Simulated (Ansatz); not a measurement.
## Single-point calculation, with input and output: C

C (P6₃/mmc, 8 atoms in the cell), computed with DFT PBE, scalar-relativistic, plane waves, PAW, no spin polarisation (Ansatz 0.2.0).

The structure derives from an entry of the Crystallography Open Database. It belongs to a series of runs on one base structure; here: strain -0.0400 x Voigt [1, 1, 0, 0, 0, 0], atoms carried along. Figures and captions count atoms from 1; the log counts them from 0 in places.

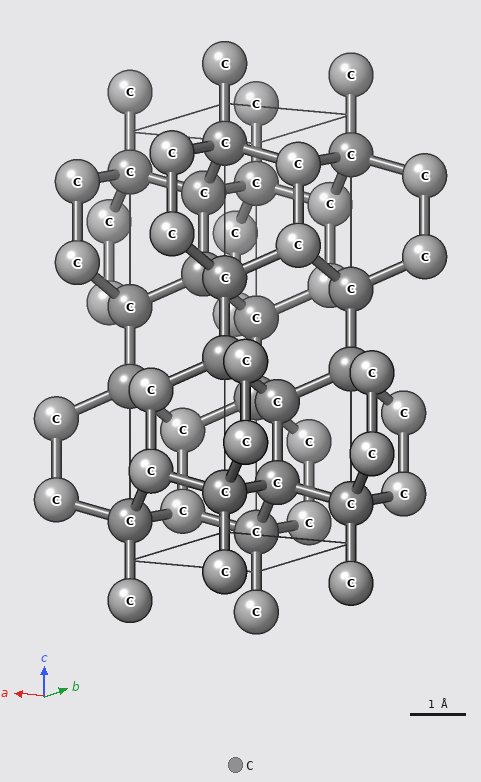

The structure as given in the input (ball-and-stick view of the cell of the calculation, seen at an oblique angle; neighbours outside the cell are drawn fainter). An atom can appear more than once, as a periodic image. Near neighbours in the periodic cell (some may lie outside the picture): C has 4 C at 1.49 to 1.57 Å.

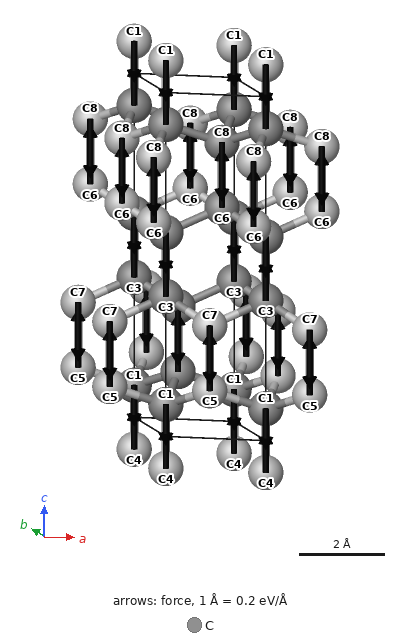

Forces on the atoms as black arrows (ball-and-stick view of the cell of the calculation, seen slightly off an axis; neighbours outside the cell are drawn fainter; atoms are numbered from 1 in the order of the input). The largest act on C5, C6, C7, C8 (0.29 eV/Å); C1, C2, C3, C4 (0.20 eV/Å). The geometry is not a stationary point of this energy.

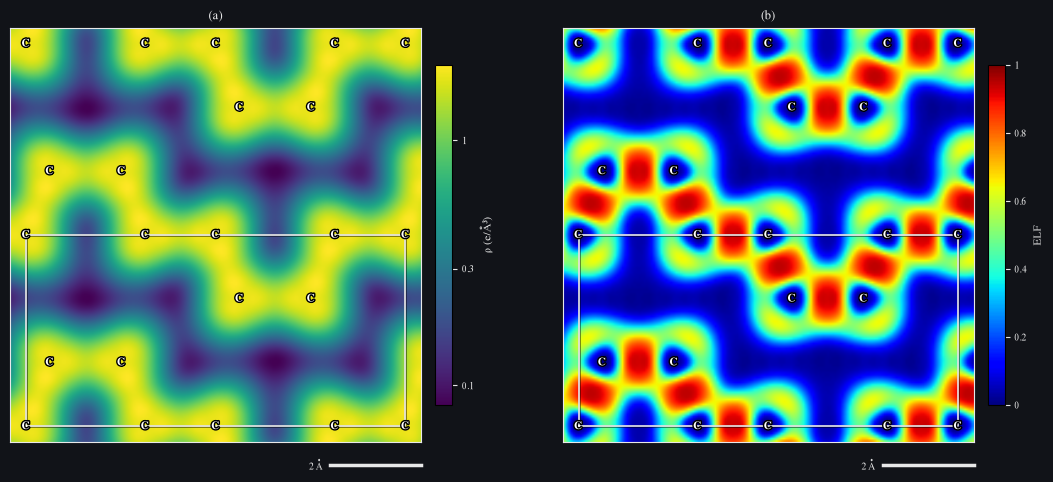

(a) valence electron density; (b) ELF on the (110) plane of the conventional cell. Atoms in the plane: C. C–C (1.54 Å): ρ at the midpoint is about 1.6 e/Å³; the ELF peaks at about 0.95 between the atoms, which marks a shared electron pair. Away from the nuclei the density in this plane falls to 0.08 e/Å³ at its lowest. The fields are those of the smooth PAW valence density.

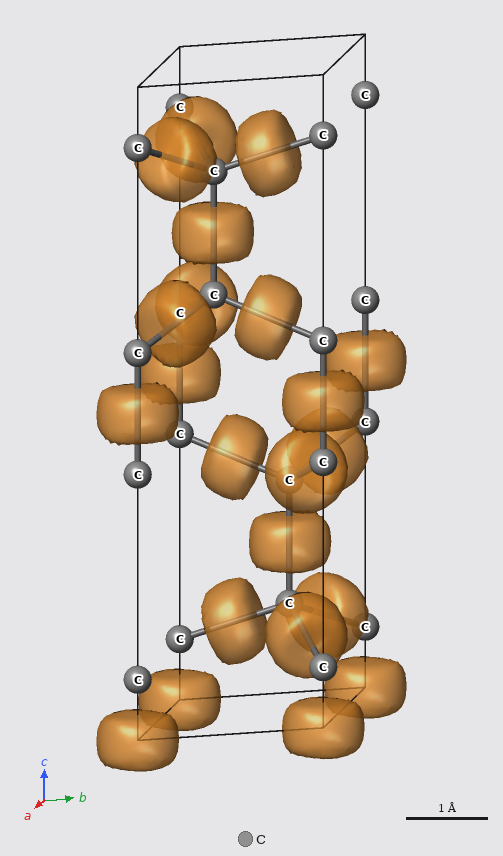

Isosurface of the electron localisation function at 0.7 (orange), seen slightly off an axis. Core shells and regions of very low density are left out. Sticks mark near contacts. The outline is the cell set on symmetry axes. Values along the shortest contacts: C–C (1.49 Å): the ELF peaks at about 0.95 between the atoms, which marks a shared electron pair. C–C (1.54 Å): the ELF peaks at about 0.95 between the atoms, as expected for localised, shared-pair bonding.

The input that produced these results follows, with the program's output.

**Input**
```yaml
crystal:
  lattice:
    - [2.4172977518, 0.0, 0.0]
    - [-1.2086488759, 2.0934412616, 0.0]
    - [0.0, 0.0, 8.3045881819]
  atoms:
    - { symbol: C, position: [0.0, 0.0, 0.0929681641] }
    - { symbol: C, position: [0.0, 0.0, 0.5929681641] }
    - { symbol: C, position: [0.0, 0.0, 0.4070318359] }
    - { symbol: C, position: [0.0, 0.0, 0.9070318359] }
    - { symbol: C, position: [0.3333333333, 0.6666666667, 0.1555285626] }
    - { symbol: C, position: [0.6666666667, 0.3333333333, 0.6555285626] }
    - { symbol: C, position: [0.3333333333, 0.6666666667, 0.3444714374] }
    - { symbol: C, position: [0.6666666667, 0.3333333333, 0.8444714374] }
basis:
  ecutwfc: 420
kpoints:
  mp_grid: { grid: [12, 12, 4] }
hamiltonian:
  xc: pbe
scf:
  occupations: { method: gaussian, width: 0.05 }
output:
  forces: true
  stress: true
  eigenvalues: true
  write_density: true
  write_potential: true
  elf: true
  volumetric_format: npy
```

Command:
```bash
ansatz run input.yaml --threads 2 --pin off --max-ram 5120MiB --backend cpu --events-out ev --progress --plain --runs-dir out
```

**Output**
```
Engine: ansatz 0.2.0, x86_64-unknown-linux-gnu
Pseudopotentials: kind: paw
Pseudopotential: C, paw, valence charge 4, recommended cutoff 420 eV (normal), C.paw.azcp
Functional definition: PBE
  parameter kappa = 0.804
  parameter beta = 0.06672455060314922
  exchange = pbe_x(kappa = kappa, mu = beta*pi^2/3)
  correlation = pbe_c(beta = beta)
Crystal: 8 atoms, lattice volume = 42.025 Å³
Basis set: ecut = 420 eV, 813 PW (Γ), exchange–correlation on 36×36×120 points (8 copies of the dense FFT grid, shifted against one another)
Bands: 24, of which v1, the nominal top of the filled ones, is band 16 counted from 1 (15 counted from 0)
Symmetry: 24 space group operations
Space group: P63/mmc (ITA 194), of the structure as read, at distance tolerance 3.5e-5 Å
k-points: 57 of 576
Non-local potential: C, projectors of the file, l = 0: 2, l = 1: 2, l = 2: 1
PAW form: soft (Blöchl's): semilocal exchange-correlation on the pseudo side does not see the compensation charge
PAW one-centre angular grid: C, 110 points (default); XC on 64 Gauss nodes
Initial density: superposition of atomic densities (neutral atoms: chi_scale 0, normalization atom), corrected by the library's trained network
Initial wavefunctions: pseudopotential atomic-orbital guess
Functional: x = pbe(κ = 0.804, μ = 0.2195149727645171), c = pbe(β = 0.06672455060314922)
SCF iter   1: F=—  HF=-2005.755119 eV  |F-HF|=—  |Δ(HF+E_count)|=         —  Δρ=5.46e-3  dr2=8.18e-3  ethr=1.77e-3  ⟨swp⟩=5.6  Hψ=6789  notcnv=0  defer=24
preconditioner: auto → none  [insulator: Δε(μ)=4.580 eV  Ē_g=17.881 eV  σ=0.050 eV  W_gap=1.00  n_scr=6 (ndim 8)  ℏωp=32.4 eV  f_vac=0.000  D(μ)=0.00/eV (n_scr^D=0)  ε∞_Penn≈4.3]
SCF iter   2: F=—  HF=-2005.753103 eV  |F-HF|=—  |Δ(HF+E_count)|=   2.02e-3  Δρ=2.26e-3  dr2=9.23e-4  ethr=2.56e-5  ⟨swp⟩=2.4  Hψ=2744  notcnv=0  defer=65
SCF iter   3: F=—  HF=-2005.753163 eV  |F-HF|=—  |Δ(HF+E_count)|=   6.00e-5  Δρ=5.92e-4  dr2=7.86e-5  ethr=2.88e-6  ⟨swp⟩=2.4  Hψ=2018  notcnv=0  defer=65
SCF iter   4: F=—  HF=-2005.753206 eV  |F-HF|=—  |Δ(HF+E_count)|=   4.27e-5  Δρ=1.38e-4  dr2=1.56e-6  ethr=2.46e-7  ⟨swp⟩=2.2  Hψ=1894  notcnv=0  defer=65
iter 5 did not close the SCF: its close was put off for the readings that it lacked (scf_convergence_deferred on its scf_iter line)
SCF iter   5: F=-2005.753209 eV  HF=-2005.753209 eV  |F-HF|=4.04e-9  |Δ(HF+E_count)|=   3.25e-6  Δρ=7.55e-6  dr2=1.06e-8  ethr=4.88e-9  ⟨swp⟩=2.2  Hψ=2046  notcnv=0  defer=65
SCF iter   6: F=-2005.753209 eV  HF=-2005.753209 eV  |F-HF|=8.58e-10  |Δ(HF+E_count)|=   5.94e-9  Δρ=1.71e-6  dr2=3.81e-10  ethr=3.32e-11  ⟨swp⟩=9.9  Hψ=8337  notcnv=0
SCF 1 converged in 6 iterations: F = -2005.753209 eV  dr2 = 3.81e-10
  greatest PAW one-centre occupation: 0.659 electrons in one spin orbital (limit 2), on the C atom at site 2 (counted from 0), in its partial waves of l = 0
SCF converged after 6 iterations
Free energy (F): -2005.753209 eV
Harris-Foulkes:  -2005.753209 eV  (|F-HF|=8.58e-10)
Internal energy: -2005.753209 eV  (E = F + TS)
E sigma→0 (E₀):  -2005.753209 eV
Fermi energy:    17.185187 eV
--- Per-component energies (eV) ---
  E_band       = 168.694662
  E_kinetic    = 760.171543
  E_local      = -470.318299  (includes V_loc(G=0)·N_el)
  E_nonlocal   = 217.600779
  E_hartree    = 104.104377
  E_xc         = -395.406444
  E_vxc        = -491.285526  (∫ρ·V_xc dr)
  E_paw        = -795.713024  (= ΣΔE_a)
  E_vpaw       = -55.682630  (= ΣTr[D̂ρ^β])
  E_aug_tail   = 0.000075  (compensation charges beyond the density's cutoff)
  E_ewald      = -1426.192217
  E_smearing   = -0.000000  (= −TS)
  E_closure    = 0.000000  (closes the sum)
  Σ components = -2005.753209   (vs F -2005.753209, Δ=0.00e0)
--- Forces (eV/Å), atoms counted from 1 ---
  atom   1  C      0.00000000     0.00000000    -0.20057012
  atom   2  C      0.00000000    -0.00000000    -0.20057012
  atom   3  C      0.00000000    -0.00000000     0.20057012
  atom   4  C      0.00000000    -0.00000000     0.20057012
  atom   5  C      0.00000000     0.00000000     0.28762463
  atom   6  C      0.00000000     0.00000000     0.28762463
  atom   7  C     -0.00000000     0.00000000    -0.28762463
  atom   8  C      0.00000000     0.00000000    -0.28762463
  max |Σ_I F_I| component: 2.04e-16 eV/Å
--- Stress (GPa, compression-positive) ---
       61.276311       0.000000       0.000000
       -0.000000      61.276311       0.000000
        0.000000       0.000000       3.855699
  P = ⅓ Tr σ = 42.1361 GPa (421.361 kbar)
--- Band table (eV; the first three rows and the last of 57) ---
  k-point 0: bands = ["-7.8196", "-6.1973", "-6.0833", "-2.2962", "0.4935", "7.1545", "7.2581", "12.1398", "12.1398", "13.1992", "13.1992", "13.2931", "13.2931", "14.5519", "14.8954", "14.8954", "19.4746", "20.8504", "20.8504", "22.5853", "22.5853", "23.3356", "23.3356", "23.7054"]
  k-point 1: bands = ["-7.7137", "-6.8717", "-5.2165", "-2.9804", "1.3629", "5.0550", "9.4425", "12.2138", "12.2138", "12.7829", "12.7829", "13.6085", "13.7803", "13.7803", "14.7305", "14.7305", "20.2292", "21.0517", "21.0517", "22.1876", "22.1876", "22.8891", "23.6471", "23.6471"]
  k-point 2: bands = ["-7.3967", "-7.3967", "-4.1311", "-4.1311", "3.0653", "3.0653", "11.6570", "11.6570", "12.4325", "12.4325", "12.4325", "12.4325", "14.3108", "14.3108", "14.3108", "14.3108", "21.5627", "21.5627", "21.5627", "21.5627", "21.6120", "21.6120", "24.0570", "24.0570"]
  k-point 56: bands = ["0.3391", "0.3391", "0.5713", "0.5713", "2.4682", "2.4682", "3.3455", "3.3455", "4.7238", "4.7238", "5.5580", "5.5580", "8.9994", "8.9994", "9.2483", "9.2483", "19.7621", "19.7621", "24.4242", "24.4242", "25.4535", "25.4535", "26.5246", "26.5246"]
```

**Results in brief**

```csv
quantity,value
outcome,converged
space group (tolerance 0.01 Å),P6₃/mmc (194)
electrons treated,32
free energy,−2005.7532 eV
Fermi energy,17.185 eV
gap on the k-point mesh,4.58 eV
pressure,42.14 GPa
largest force (length of the vector),0.288 eV/Å
hardware,"2 threads of Intel Xeon @ 2.50GHz (Skylake/Cascade Lake), 189 GiB of memory available, shared host"
wall time,4.7 s (CPU time 8.4 s)
peak memory,0.36 GiB
```
